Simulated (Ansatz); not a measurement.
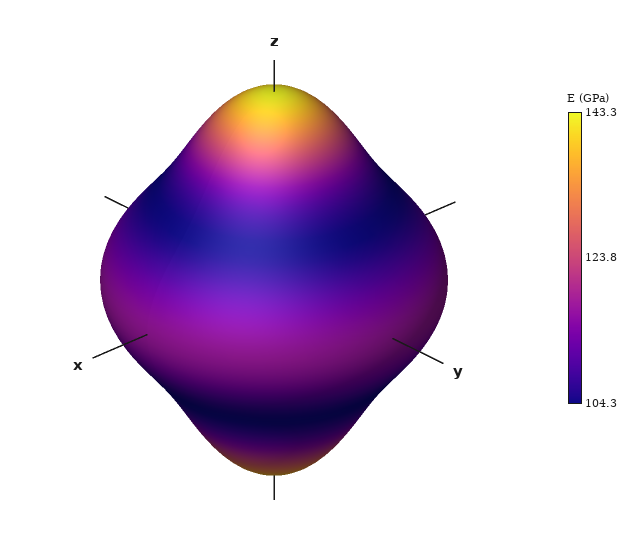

Figure. Young's modulus as a surface whose radius and colour give its value in each direction for ZnO, space group P6_3mc (No. 186) (cell built by us, not taken from a database).

Over all directions E runs from 104 to 143 GPa, a ratio of 1.37. E is 117 GPa along x, 117 GPa along y and 143 GPa along z, and 105 GPa along the body diagonal x + y + z. The Hill averages are K = 129 GPa and G = 42 GPa, Poisson's ratio 0.35; K/G = 3.09.

Calculation (Ansatz 0.2.0): elastic stress-strain coefficients at zero temperature from small strains of the given cell, Voigt order xx yy zz yz xz xy, Cartesian axes of the cell vectors; plane waves with PAW datasets, Γ-centred k mesh. Level: PBE, no spin polarisation.

```csv
setting,value
wave cutoff,420 eV
k mesh,9×9×6
occupations,fixed
ions,relaxed
strain amplitude,0.002
```

Structure:
```yaml
crystal:
  lattice:
    - [3.27955, 0.00000, 0.00000]
    - [-1.63978, 2.84018, 0.00000]
    - [0.00000, 0.00000, 5.29344]
  atoms:
    - { symbol: Zn, position: [0.33333, 0.66667, 0.81046] }
    - { symbol: Zn, position: [0.66667, 0.33333, 0.31046] }
    - { symbol: O, position: [0.66667, 0.33333, 0.68955] }
    - { symbol: O, position: [0.33333, 0.66667, 0.18955] }
```
